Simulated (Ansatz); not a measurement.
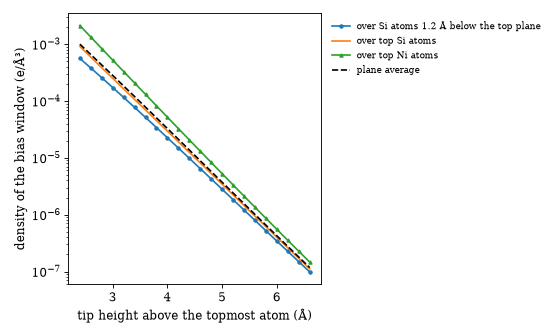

Approach curves over SiNi(001) (Pnma bulk, 8 atomic planes (those closer than 0.6 Å count as one), 10 Å, SiNi-terminated) at a sample bias of +1.00 V.

Tersoff–Hamann simulation (s-wave tip); biases are sample biases. Bias windows are sharp sums over the levels of the k mesh.

Theory: DFT PBE, scalar-relativistic, plane waves, PAW (Ansatz 0.2.0). Cutoff 420 eV, 18 × 12 k-points, Gaussian smearing 0.1 eV, dipole correction. The slab is a cut without reconstruction beyond its cell, at the source's lattice constants, with its lower half held fixed and the rest relaxed. No spin polarisation (the relaxation was started with spin and lost its moment; a magnetic state may still lie lower). The run couldn't confirm all of its levels under its output density. The run warns that the functional's potential is rough in the thin density of the vacuum, where the tip is; weak contrasts and barriers may feel it.

Q: Estimate the decay constant and the apparent barrier, and compare with the vacuum level, which the run puts 4.33 eV above zero bias.

A: Near 4 Å the plane average falls as exp(−2.17 z/Å), a factor of 8.7 per ångström, which gives an apparent barrier of 4.5 eV (0.952 eV Å² times the slope squared). The upper edge of the window lies 3.33 eV under the vacuum level. The apparent barrier is above 3.33 eV. At 4 Å the 0.50 eV of states nearest the upper edge carry 55 % of the density.
